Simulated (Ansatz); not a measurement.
Consider this structure.

```
Cu O
1.0
     2.82523    0.00000    0.00000
     0.00000   10.42149    0.00000
     0.00000    0.00000    4.34342
Cu O
4 8
Cartesian
  1.4126 6.9538 1.0859
  0.0000 8.6785 3.2576
  0.0000 1.7430 1.0859
  1.4126 3.4677 3.2576
  0.0000 5.7473 1.0859
  1.4126 9.8849 3.2576
  0.0000 8.2222 1.0859
  1.4126 7.4100 3.2576
  1.4126 0.5366 1.0859
  0.0000 4.6742 3.2576
  1.4126 3.0115 1.0859
  0.0000 2.1992 3.2576
```

> Interpret the file: composition, symmetry and coordination.

Formula: CuO2. The atoms follow space group Cmcm (No. 63); the Bravais lattice is base-centred orthorhombic. Content of the cell: 4 Cu, 8 O (Z = 4). Each Cu has six O in a distorted octahedral arrangement at 1.86 to 2.22 Å. O takes two kinds of site: 4c with two Cu in a bent arrangement at 1.86 Å; 4c with four Cu at 1.90 to 2.22 Å. Not all metal-metal contacts are counted. The bonds build CuO2 layers parallel to (010).

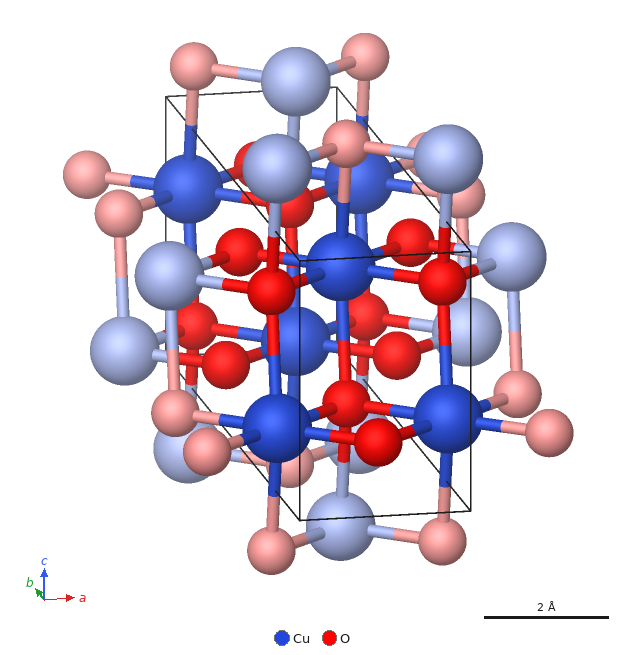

Crystal structure, ball-and-stick style, seen slightly off an axis. Atoms at the boundary of the conventional unit cell (the box) are drawn once for each face, edge or corner they touch. Every bond is drawn to its end, so some atoms lie outside the box, in fainter colours. Colours: copper blue, oxygen red.

It goes back to a structure listed in the Materials Project. Earlier steps of the study may have refined or changed the cell and positions. It was run through Ansatz as a DFT input.
